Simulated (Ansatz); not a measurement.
Geometry relaxation of GaAs (part 2 of 3)

Continued. System: GaAs (slab, 16 atoms in the cell). Method: DFT PBE+D3(BJ), scalar-relativistic, plane waves, PAW, no spin polarisation (Ansatz 0.2.0); cutoff 420 eV, 2×2×1 k-mesh, Gaussian smearing of 0.05 eV. The structure derives from an entry of the Crystallography Open Database. The input holds or restrains some coordinates. Forces given for the steps count only the free coordinates. It belongs to a series of runs on one base structure; here: clean slab, lower planes held.

Geometry of the input (Å; fractional positions):
```
8.0267  0.0000  0.0000
-4.0134  6.9513  0.0000
0.0000  0.0000  20.0961
As 0.5000  0.0000  0.3981
As 0.5000  0.5000  0.3981
As 0.0000  0.0000  0.3981
As 0.0000  0.5000  0.3981
Ga 0.1667  0.8333  0.4389
Ga 0.1667  0.3333  0.4389
Ga 0.6667  0.8333  0.4389
Ga 0.6667  0.3333  0.4389
As 0.6667  0.8333  0.5611
As 0.6667  0.3333  0.5611
As 0.1667  0.8333  0.5611
As 0.1667  0.3333  0.5611
Ga 0.3333  0.6667  0.6019
Ga 0.3333  0.1667  0.6019
Ga 0.8333  0.6667  0.6019
Ga 0.8333  0.1667  0.6019
```

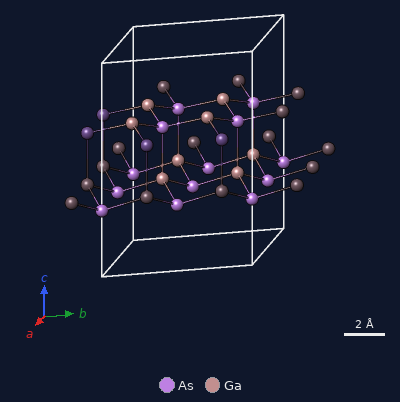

**Figure 1.** The geometry at step 4 of the log (ball-and-stick view of the cell of the calculation, with the vacuum cut short, seen slightly off an axis; neighbours outside the cell are drawn fainter).

What the program printed, continued
```
SCF iter   1: F=—  HF=-69115.746907 eV  |F-HF|=—  |Δ(HF+E_count)|=         —  Δρ=2.35e-3  dr2=3.49e-1  ethr=1.68e-4  p=0.614 e·Å  D=9.90e-2 V/Å  ΔV_dip=-1.99 eV  dr2_dipole=9.62e-2  V_vac-E_F(+/−)=3.17/5.16 eV  ⟨swp⟩=1.0  Hψ=788  notcnv=0  defer=32
efield: sawtooth ramp at fractional position 0.9800 (handed on by an earlier solve), width 0.0400; the density the first Hamiltonian is built on has a dipole p = 0.614 e·Å; the dipole correction subtracts the counter field D = 9.90e-2 V/Å, which shifts the + side's vacuum level by -1.99 eV against the − side's; the planar-averaged density in the ramp window peaks in size at 5.5e-6 e/Å³
preconditioner: auto → Resta (q_TF=auto, 2.086 Å⁻¹)  ε∞=1.9  [insulator: Δε(μ)=0.273 eV  Ē_g=13.769 eV  σ=0.050 eV  W_gap=1.00  n_scr=186 (ndim 8)  ℏωp=13.3 eV  f_vac=0.629  D(μ)=0.02/eV (n_scr^D=0)  ε∞_Penn≈1.9  vacuum switching on, ρ_ref=1.4e-2 e/Å³]
SCF iter   2: F=—  HF=-69116.298380 eV  |F-HF|=—  |Δ(HF+E_count)|=   5.51e-1  Δρ=6.87e-3  dr2=9.05e0  ethr=1.56e-4  p=0.909 e·Å  D=1.47e-1 V/Å  ΔV_dip=-2.95 eV  dr2_dipole=3.67e0  V_vac-E_F(+/−)=2.87/5.82 eV  ⟨swp⟩=3.5  Hψ=306  notcnv=0  defer=32  recentre
preconditioner: auto → LDOS  [insulator: Δε(μ)=0.222 eV  Ē_g=13.779 eV  σ=0.050 eV  W_gap=0.67  n_scr=186 (ndim 8)  ℏωp=13.3 eV  f_vac=0.629  D(μ)=30.85/eV (n_scr^D=212)  ε∞_Penn≈1.9  β→1.0]
SCF iter   3: F=—  HF=-69115.731226 eV  |F-HF|=—  |Δ(HF+E_count)|=   5.67e-1  Δρ=1.91e-3  dr2=2.30e-1  ethr=1.56e-4  p=0.630 e·Å  D=1.02e-1 V/Å  ΔV_dip=-2.04 eV  dr2_dipole=5.95e-2  V_vac-E_F(+/−)=3.14/5.18 eV  ⟨swp⟩=3.0  Hψ=347  notcnv=0  defer=32
SCF iter   4: F=—  HF=-69115.707687 eV  |F-HF|=—  |Δ(HF+E_count)|=   2.35e-2  Δρ=9.80e-4  dr2=1.68e-2  ethr=1.03e-4  p=0.665 e·Å  D=1.07e-1 V/Å  ΔV_dip=-2.16 eV  dr2_dipole=6.69e-5  V_vac-E_F(+/−)=3.07/5.23 eV  ⟨swp⟩=2.0  Hψ=269  notcnv=0  defer=32
SCF iter   5: F=—  HF=-69115.718047 eV  |F-HF|=—  |Δ(HF+E_count)|=   1.04e-2  Δρ=1.80e-3  dr2=5.18e-1  ethr=7.50e-6  p=0.678 e·Å  D=1.09e-1 V/Å  ΔV_dip=-2.20 eV  dr2_dipole=1.85e-1  V_vac-E_F(+/−)=3.05/5.25 eV  ⟨swp⟩=2.0  Hψ=375  notcnv=0  defer=32
SCF iter   6: F=—  HF=-69115.705557 eV  |F-HF|=—  |Δ(HF+E_count)|=   1.25e-2  Δρ=2.60e-4  dr2=9.78e-3  ethr=7.50e-6  p=0.661 e·Å  D=1.07e-1 V/Å  ΔV_dip=-2.14 eV  dr2_dipole=3.57e-3  V_vac-E_F(+/−)=3.08/5.23 eV  ⟨swp⟩=2.0  Hψ=268  notcnv=0  defer=32
SCF iter   7: F=—  HF=-69115.705609 eV  |F-HF|=—  |Δ(HF+E_count)|=   5.13e-5  Δρ=2.79e-4  dr2=1.20e-2  ethr=4.37e-6  p=0.660 e·Å  D=1.06e-1 V/Å  ΔV_dip=-2.14 eV  dr2_dipole=4.33e-3  V_vac-E_F(+/−)=3.09/5.23 eV  ⟨swp⟩=1.0  Hψ=312  notcnv=0  defer=32
SCF iter   8: F=—  HF=-69115.705205 eV  |F-HF|=—  |Δ(HF+E_count)|=   4.04e-4  Δρ=7.78e-5  dr2=8.64e-4  ethr=4.37e-6  p=0.655 e·Å  D=1.06e-1 V/Å  ΔV_dip=-2.12 eV  dr2_dipole=3.11e-4  V_vac-E_F(+/−)=3.11/5.23 eV  ⟨swp⟩=1.0  Hψ=238  notcnv=0  defer=32
SCF iter   9: F=—  HF=-69115.705173 eV  |F-HF|=—  |Δ(HF+E_count)|=   3.20e-5  Δρ=3.63e-5  dr2=1.79e-4  ethr=3.86e-7  p=0.654 e·Å  D=1.06e-1 V/Å  ΔV_dip=-2.12 eV  dr2_dipole=6.57e-5  V_vac-E_F(+/−)=3.11/5.23 eV  ⟨swp⟩=1.0  Hψ=238  notcnv=0  defer=32
SCF iter  10: F=-69115.705163 eV  HF=-69115.705167 eV  |F-HF|=3.54e-6  |Δ(HF+E_count)|=   5.92e-6  Δρ=5.46e-6  dr2=2.95e-6  ethr=4.22e-8  p=0.653 e·Å  D=1.05e-1 V/Å  ΔV_dip=-2.12 eV  dr2_dipole=1.06e-6  V_vac-E_F(+/−)=3.11/5.23 eV  ⟨swp⟩=18.0  Hψ=2414  notcnv=0
SCF 2 converged in 10 iterations: F = -69115.705163 eV  dr2 = 2.95e-6
relax step   2: F+E_penalty+E_count = -69115.70516307 eV  Δ(F+E_penalty+E_count) = -3.443e-1 eV  max|allowed force component| = 4.114e-1 eV/Å  Δτ_max = 0.1044 Å  (10 SCF iters, dr2 threshold 9.45e-5 eV, accepted)
SCF iter   1: F=—  HF=-69115.782726 eV  |F-HF|=—  |Δ(HF+E_count)|=         —  Δρ=2.21e-3  dr2=5.66e-2  ethr=1.76e-3  p=0.653 e·Å  D=1.05e-1 V/Å  ΔV_dip=-2.12 eV  dr2_dipole=8.30e-4  V_vac-E_F(+/−)=3.11/5.23 eV  ⟨swp⟩=3.0  Hψ=494  notcnv=0  defer=32
efield: sawtooth ramp at fractional position 0.9800 (handed on by an earlier solve), width 0.0400; the density the first Hamiltonian is built on has a dipole p = 0.653 e·Å; the dipole correction subtracts the counter field D = 1.05e-1 V/Å, which shifts the + side's vacuum level by -2.12 eV against the − side's; the planar-averaged density in the ramp window peaks in size at 6.9e-6 e/Å³
preconditioner: auto → LDOS  [insulator: Δε(μ)=0.072 eV  Ē_g=13.733 eV  σ=0.050 eV  W_gap=0.68  n_scr=186 (ndim 8)  ℏωp=13.3 eV  f_vac=0.625  D(μ)=9.88/eV (n_scr^D=38)  ε∞_Penn≈1.9  β→1.0]
SCF iter   2: F=—  HF=-69115.785311 eV  |F-HF|=—  |Δ(HF+E_count)|=   2.59e-3  Δρ=1.05e-3  dr2=4.27e-2  ethr=2.53e-5  p=0.660 e·Å  D=1.07e-1 V/Å  ΔV_dip=-2.14 eV  dr2_dipole=4.59e-4  V_vac-E_F(+/−)=3.11/5.25 eV  ⟨swp⟩=2.5  Hψ=552  notcnv=0  defer=32
SCF iter   3: F=—  HF=-69115.777760 eV  |F-HF|=—  |Δ(HF+E_count)|=   7.55e-3  Δρ=2.58e-4  dr2=1.69e-3  ethr=1.91e-5  p=0.663 e·Å  D=1.07e-1 V/Å  ΔV_dip=-2.15 eV  dr2_dipole=3.58e-7  V_vac-E_F(+/−)=3.08/5.23 eV  ⟨swp⟩=2.5  Hψ=396  notcnv=0  defer=32
SCF iter   4: F=—  HF=-69115.777741 eV  |F-HF|=—  |Δ(HF+E_count)|=   1.90e-5  Δρ=6.84e-5  dr2=5.64e-5  ethr=7.56e-7  p=0.664 e·Å  D=1.07e-1 V/Å  ΔV_dip=-2.15 eV  dr2_dipole=5.72e-7  V_vac-E_F(+/−)=3.08/5.23 eV  ⟨swp⟩=2.0  Hψ=343  notcnv=0  defer=32
SCF iter   5: F=—  HF=-69115.777760 eV  |F-HF|=—  |Δ(HF+E_count)|=   1.87e-5  Δρ=3.42e-5  dr2=1.92e-5  ethr=4.72e-9  p=0.665 e·Å  D=1.07e-1 V/Å  ΔV_dip=-2.16 eV  dr2_dipole=3.96e-6  V_vac-E_F(+/−)=3.07/5.23 eV  ⟨swp⟩=19.0  Hψ=2843  notcnv=0
SCF iter   6: F=-69115.777763 eV  HF=-69115.777763 eV  |F-HF|=7.01e-7  |Δ(HF+E_count)|=   3.50e-6  Δρ=1.12e-5  dr2=3.11e-6  ethr=4.72e-9  p=0.665 e·Å  D=1.07e-1 V/Å  ΔV_dip=-2.16 eV  dr2_dipole=7.57e-7  V_vac-E_F(+/−)=3.07/5.23 eV  ⟨swp⟩=14.5  Hψ=2445  notcnv=0
SCF 3 converged in 6 iterations: F = -69115.777763 eV  dr2 = 3.11e-6
relax step   3: F+E_penalty+E_count = -69115.77776267 eV  Δ(F+E_penalty+E_count) = -7.260e-2 eV  max|allowed force component| = 1.597e-1 eV/Å  Δτ_max = 0.0932 Å  (6 SCF iters, dr2 threshold 1.06e-5 eV, accepted)
SCF iter   1: F=—  HF=-69115.816358 eV  |F-HF|=—  |Δ(HF+E_count)|=         —  Δρ=1.92e-3  dr2=2.96e-1  ethr=3.83e-5  p=0.665 e·Å  D=1.07e-1 V/Å  ΔV_dip=-2.16 eV  dr2_dipole=7.39e-2  V_vac-E_F(+/−)=3.12/5.27 eV  ⟨swp⟩=3.0  Hψ=502  notcnv=0  defer=32
efield: sawtooth ramp at fractional position 0.9800 (handed on by an earlier solve), width 0.0400; the density the first Hamiltonian is built on has a dipole p = 0.665 e·Å; the dipole correction subtracts the counter field D = 1.07e-1 V/Å, which shifts the + side's vacuum level by -2.16 eV against the − side's; the planar-averaged density in the ramp window peaks in size at 7.4e-6 e/Å³
preconditioner: auto → LDOS  [insulator: Δε(μ)=0.243 eV  Ē_g=13.744 eV  σ=0.050 eV  W_gap=0.53  n_scr=186 (ndim 8)  ℏωp=13.3 eV  f_vac=0.626  D(μ)=12.73/eV (n_scr^D=50)  ε∞_Penn≈1.9  β→1.0]
SCF iter   2: F=—  HF=-69115.809519 eV  |F-HF|=—  |Δ(HF+E_count)|=   6.84e-3  Δρ=1.45e-3  dr2=1.22e-1  ethr=3.83e-5  p=0.659 e·Å  D=1.06e-1 V/Å  ΔV_dip=-2.14 eV  dr2_dipole=2.51e-2  V_vac-E_F(+/−)=3.15/5.29 eV  ⟨swp⟩=2.0  Hψ=367  notcnv=0  defer=32
SCF iter   3: F=—  HF=-69115.800349 eV  |F-HF|=—  |Δ(HF+E_count)|=   9.17e-3  Δρ=1.28e-4  dr2=2.00e-4  ethr=3.83e-5  p=0.659 e·Å  D=1.06e-1 V/Å  ΔV_dip=-2.14 eV  dr2_dipole=6.40e-9  V_vac-E_F(+/−)=3.16/5.30 eV  ⟨swp⟩=2.0  Hψ=288  notcnv=0  defer=32
SCF iter   4: F=—  HF=-69115.800426 eV  |F-HF|=—  |Δ(HF+E_count)|=   7.70e-5  Δρ=6.45e-5  dr2=1.28e-4  ethr=8.91e-8  p=0.659 e·Å  D=1.06e-1 V/Å  ΔV_dip=-2.14 eV  dr2_dipole=1.92e-5  V_vac-E_F(+/−)=3.17/5.30 eV  ⟨swp⟩=3.0  Hψ=388  notcnv=0  defer=32
SCF iter   5: F=—  HF=-69115.800415 eV  |F-HF|=—  |Δ(HF+E_count)|=   1.10e-5  Δρ=2.82e-5  dr2=1.85e-5  ethr=5.70e-8  p=0.659 e·Å  D=1.06e-1 V/Å  ΔV_dip=-2.14 eV  dr2_dipole=3.67e-6  V_vac-E_F(+/−)=3.17/5.30 eV  ⟨swp⟩=2.0  Hψ=379  notcnv=0  defer=32
SCF iter   6: F=-69115.800416 eV  HF=-69115.800416 eV  |F-HF|=2.57e-7  |Δ(HF+E_count)|=   1.51e-6  Δρ=7.79e-6  dr2=1.17e-6  ethr=1.27e-9  p=0.659 e·Å  D=1.06e-1 V/Å  ΔV_dip=-2.14 eV  dr2_dipole=8.64e-9  V_vac-E_F(+/−)=3.17/5.31 eV  ⟨swp⟩=19.5  Hψ=2631  notcnv=0
SCF 4 converged in 6 iterations: F = -69115.800416 eV  dr2 = 1.17e-6
relax step   4: F+E_penalty+E_count = -69115.80041638 eV  Δ(F+E_penalty+E_count) = -2.265e-2 eV  max|allowed force component| = 6.879e-2 eV/Å  Δτ_max = 0.0398 Å  (6 SCF iters, dr2 threshold 2.85e-6 eV, accepted)
SCF iter   1: F=—  HF=-69115.816092 eV  |F-HF|=—  |Δ(HF+E_count)|=         —  Δρ=1.43e-3  dr2=1.08e-1  ethr=1.21e-3  p=0.659 e·Å  D=1.06e-1 V/Å  ΔV_dip=-2.14 eV  dr2_dipole=2.33e-2  V_vac-E_F(+/−)=3.20/5.33 eV  ⟨swp⟩=2.5  Hψ=366  notcnv=0  defer=32
efield: sawtooth ramp at fractional position 0.9800 (handed on by an earlier solve), width 0.0400; the density the first Hamiltonian is built on has a dipole p = 0.659 e·Å; the dipole correction subtracts the counter field D = 1.06e-1 V/Å, which shifts the + side's vacuum level by -2.14 eV against the − side's; the planar-averaged density in the ramp window peaks in size at 5.9e-6 e/Å³
preconditioner: auto → LDOS  [insulator: Δε(μ)=0.397 eV  Ē_g=13.782 eV  σ=0.050 eV  W_gap=0.51  n_scr=186 (ndim 8)  ℏωp=13.3 eV  f_vac=0.627  D(μ)=12.12/eV (n_scr^D=50)  ε∞_Penn≈1.9  β→1.0]
SCF iter   2: F=—  HF=-69115.815271 eV  |F-HF|=—  |Δ(HF+E_count)|=   8.20e-4  Δρ=1.33e-3  dr2=1.23e-1  ethr=4.80e-5  p=0.653 e·Å  D=1.05e-1 V/Å  ΔV_dip=-2.12 eV  dr2_dipole=2.32e-2  V_vac-E_F(+/−)=3.23/5.35 eV  ⟨swp⟩=2.0  Hψ=356  notcnv=0  defer=32
SCF iter   3: F=—  HF=-69115.808086 eV  |F-HF|=—  |Δ(HF+E_count)|=   7.19e-3  Δρ=2.62e-4  dr2=5.56e-3  ethr=4.80e-5  p=0.650 e·Å  D=1.05e-1 V/Å  ΔV_dip=-2.11 eV  dr2_dipole=1.20e-3  V_vac-E_F(+/−)=3.26/5.37 eV  ⟨swp⟩=2.0  Hψ=281  notcnv=0  defer=32
SCF iter   4: F=—  HF=-69115.807856 eV  |F-HF|=—  |Δ(HF+E_count)|=   2.30e-4  Δρ=5.09e-5  dr2=6.36e-5  ethr=2.48e-6  p=0.649 e·Å  D=1.05e-1 V/Å  ΔV_dip=-2.11 eV  dr2_dipole=1.51e-5  V_vac-E_F(+/−)=3.26/5.36 eV  ⟨swp⟩=1.5  Hψ=248  notcnv=0  defer=32
SCF iter   5: F=—  HF=-69115.807924 eV  |F-HF|=—  |Δ(HF+E_count)|=   6.78e-5  Δρ=2.10e-5  dr2=1.06e-5  ethr=2.84e-8  p=0.650 e·Å  D=1.05e-1 V/Å  ΔV_dip=-2.11 eV  dr2_dipole=1.74e-6  V_vac-E_F(+/−)=3.26/5.37 eV  ⟨swp⟩=2.0  Hψ=383  notcnv=0  defer=32
SCF iter   6: F=—  HF=-69115.807926 eV  |F-HF|=—  |Δ(HF+E_count)|=   2.08e-6  Δρ=9.82e-6  dr2=1.95e-6  ethr=4.71e-9  p=0.650 e·Å  D=1.05e-1 V/Å  ΔV_dip=-2.11 eV  dr2_dipole=2.54e-9  V_vac-E_F(+/−)=3.26/5.37 eV  ⟨swp⟩=2.0  Hψ=381  notcnv=0  defer=32
SCF iter   7: F=—  HF=-69115.807926 eV  |F-HF|=—  |Δ(HF+E_count)|=   2.51e-7  Δρ=4.95e-6  dr2=8.15e-7  ethr=8.69e-10  p=0.650 e·Å  D=1.05e-1 V/Å  ΔV_dip=-2.11 eV  dr2_dipole=8.86e-8  V_vac-E_F(+/−)=3.26/5.37 eV  ⟨swp⟩=2.0  Hψ=303  notcnv=0  defer=32
SCF iter   8: F=-69115.807926 eV  HF=-69115.807926 eV  |F-HF|=3.17e-8  |Δ(HF+E_count)|=   1.95e-7  Δρ=1.77e-6  dr2=5.15e-8  ethr=4.46e-11  p=0.650 e·Å  D=1.05e-1 V/Å  ΔV_dip=-2.11 eV  dr2_dipole=1.02e-9  V_vac-E_F(+/−)=3.26/5.37 eV  ⟨swp⟩=16.0  Hψ=2121  notcnv=0
SCF 5 converged in 8 iterations: F = -69115.807926 eV  dr2 = 5.15e-8
relax step   5: F+E_penalty+E_count = -69115.80792623 eV  Δ(F+E_penalty+E_count) = -7.510e-3 eV  max|allowed force component| = 1.801e-2 eV/Å  Δτ_max = 0.0410 Å  (8 SCF iters, accepted)
WARN: The input density's exchange-correlation potential varies sharply where the density is thin. Do not read a vacuum level from v_tot or v_xc, or from such a field of the output density. On a cell that repeats whose density bears no net charge and no dipole along the vacuum's axis use v_es (v_loc + v_h of the components); under efield.dipole_correction with no amplitude use v_es + v_field, which holds any external_charges[].barrier, or the levels of the report's work_function block, which leave it out; under a non-zero efield.amplitude the vacuum is tilted and has no level; on a cell that repeats and bears such a dipole with no correction it is tilted too, and efield.dipole_correction with no amplitude gives each side of its ramp a level where efield: is served; in a cell that repeats whose density bears a net charge (total_charge, or a fill off its count) it is curved and has none; of a slab under crystal.periodic whose density bears no net charge use v_es, which has a level on each side, short of where the two are joined; of another it falls or rises all the way out and has none; of a slab beside external_charges read slab_vacuum_level instead, which it has where they leave it neutral. The grid or the basis barely resolves most such structure, and the values can differ between equally converged runs; as a rule a tighter scf.convergence.dr2_threshold does not remove it. Where the density itself ripples (under the LDA too) a higher basis.ecutwfc lessens it. The files hold the spikes' plane waves up to the density's cutoff. Files: v_tot and the like, and their columns of v_z.tsv (output.write_potential); v_xc and the like, and their columns of v_comp_z.tsv (output.write_potential_components); where files of the output density stand in their place, no point of their own thin density is over the threshold below, and this is of outcome.potential() and, of a run that writes arrays (npy), the arrays of these names. Measured: with its Gaussian average of σ = 0.25 Å subtracted twice, the exchange-correlation potential is over 0.1 eV at 52 of the grid points where the equally averaged density (valence and model cores) is under 1e-3 e/Å³, and 0.137 eV at the most among them, at an averaged density of 1.1e-7 e/Å³. See output.write_potential in the manual, Limitations
SCF converged after 8 iterations
Free energy (F): -69115.807926 eV
Harris-Foulkes:  -69115.807926 eV  (|F-HF|=3.17e-8)
Internal energy: -69115.788664 eV  (E = F + TS)
E sigma→0 (E₀):  -69115.798295 eV
Entropy (-TS):   -0.019262 eV (-1.204 meV/atom)
Fermi energy:    -0.193547 eV
Dipole field:    D = 0.104936 V/Å  (p = 0.650253 e·Å, saw-weighted, corrected)
Work function:   Φ+ = 3.2585 eV   Φ− = 5.3674 eV
Levels:          The Fermi level and band energies are counted from a zero that moves with the ramp; work functions are not
--- Per-component energies (eV) ---
  E_band       = -4417.854492
  E_kinetic    = 1743.436173
  E_local      = -162490.498606  (includes V_loc(G=0)·N_el)
  E_nonlocal   = -1975.883464
  E_hartree    = 80404.698430
  E_xc         = -1182.371448
  E_vxc        = -1090.993326  (∫ρ·V_xc dr)
  E_paw        = -30579.833249  (= ΣΔE_a)
  E_vpaw       = -1412.547479  (= ΣTr[D̂ρ^β])
  E_aug_tail   = -0.000939  (compensation charges beyond the density's cutoff)
  E_efield     = 0.034118  (sawtooth field / dipole correction)
  E_vefield    = -0.746477  (∫n·V_field dr)
  E_ewald      = 44967.990017
  E_disp       = -3.359695  (pairwise vdW)
  E_smearing   = -0.019262  (= −TS)
  E_closure    = -0.000000  (closes the sum)
  Σ components = -69115.807926   (vs F -69115.807926, Δ=0.00e0)
```
